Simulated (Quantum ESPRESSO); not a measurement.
# Voltage at the next charge: 1T-TaS2, 1 layer against an electrode

**Set-up.** Quantum ESPRESSO 7.5, PBEsol, GBRV ultrasoft; ESM with bc3, a metal electrode 5.21 Å above the top atoms; cell area 9.901 Å²; ions fixed. V is the potential energy of an electron at the electrode over the slab's Fermi level, divided by e, so that it equals the work function at zero charge; positive charge removes electrons.

| charge (e a cell) | V (V) |
| --- | --- |
| 0 | 5.132 |
| 0.0145 | 6.267 |
| 0.029 | 7.408 |

One more run was made and is withheld. What is V at a charge of 0.058 e, and what capacitance do the rows imply?

**Fit.** The last two rows give dV/dq = (7.408 − 6.267)/(0.029 − 0.0145) = 78.7 V/e, so C = 1602/(9.901 × 78.7) = 2.06 µF/cm², an effective gap of 8.854/2.06 = 4.31 Å. At constant C, V = 7.408 + 78.7 × 0.029 = 9.69 V.

**The withheld run.** V = 9.707 V; the estimate misses by −0.02 V, 0.8 % of the step. Over the three intervals C goes 2.07, 2.06 and 2.04 µF/cm².

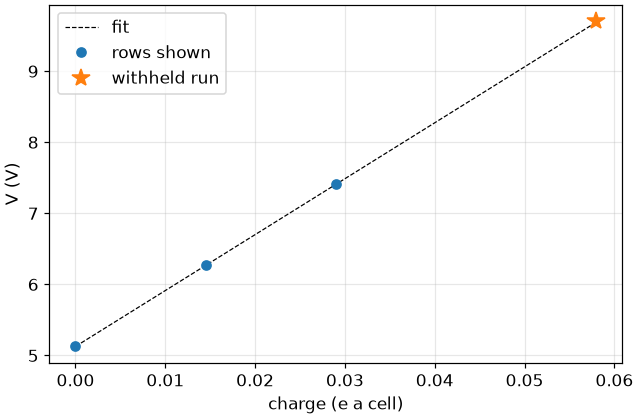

The rows shown, the fit and the withheld run.

**Limits.** Vacuum fills the gap; a dielectric or electrolyte would change C. The slab is thin.
